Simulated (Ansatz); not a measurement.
System: I, space group Fd-3m (No. 227) (one of a set of cubic test structures, which need not be the stable phase).

How it was computed, with Ansatz 0.2.0 development build: equation of state of a cubic crystal from periodic Kohn-Sham density functional theory without spin, third-order Birch-Murnaghan fit to the free energies; pressure corrected for the finite basis. Level: PBE.

structure type diamond; atoms in cell 2; space group number 227; lattice centring face-centred primitive; k mesh 12×12×12; occupation method Fermi–Dirac; occupation width 0.06123 eV; wave cutoff 700 eV; datasets hard PAW; density tolerance 1e−09 eV; bands 21; density cutoff ratio 4; search for lower states default.

Describe the result: the energy above the lowest point against volume. The volume takes the values 56.94, 58.15, 59.36, 60.57, 61.78, 62.99, 64.21 Å³/atom.

A third-order Birch–Murnaghan fit gives V0 = 60.56 Å³/atom, B0 = 10.9 GPa and B′ = 5.2. The energy above the lowest point is 8.38 meV/atom at volume 56.94 Å³/atom and 6.62 meV/atom at 64.21 Å³/atom; the lowest computed point is at volume 60.57 Å³/atom (0.00 meV/atom), in a single well.

```json
{"volume (Å³/atom)": "56.94", "energy above the lowest point (meV/atom)": "8.38"}
{"volume (Å³/atom)": "58.15", "energy above the lowest point (meV/atom)": "3.55"}
{"volume (Å³/atom)": "59.36", "energy above the lowest point (meV/atom)": "0.84"}
{"volume (Å³/atom)": "60.57", "energy above the lowest point (meV/atom)": "0.00"}
{"volume (Å³/atom)": "61.78", "energy above the lowest point (meV/atom)": "0.81"}
{"volume (Å³/atom)": "62.99", "energy above the lowest point (meV/atom)": "3.07"}
{"volume (Å³/atom)": "64.21", "energy above the lowest point (meV/atom)": "6.62"}
```

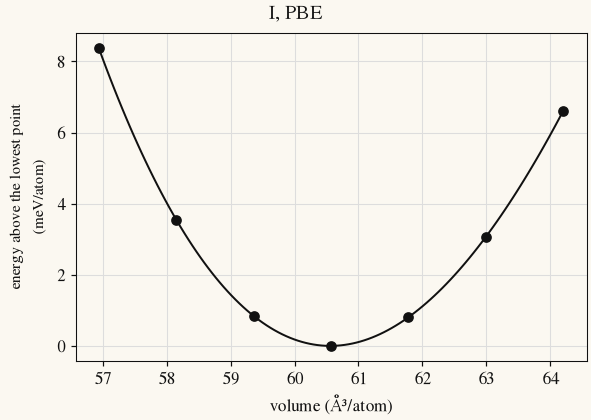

Keep in mind: cubic model structure, not the ambient form; no spin polarisation, a magnetic state may lie lower.
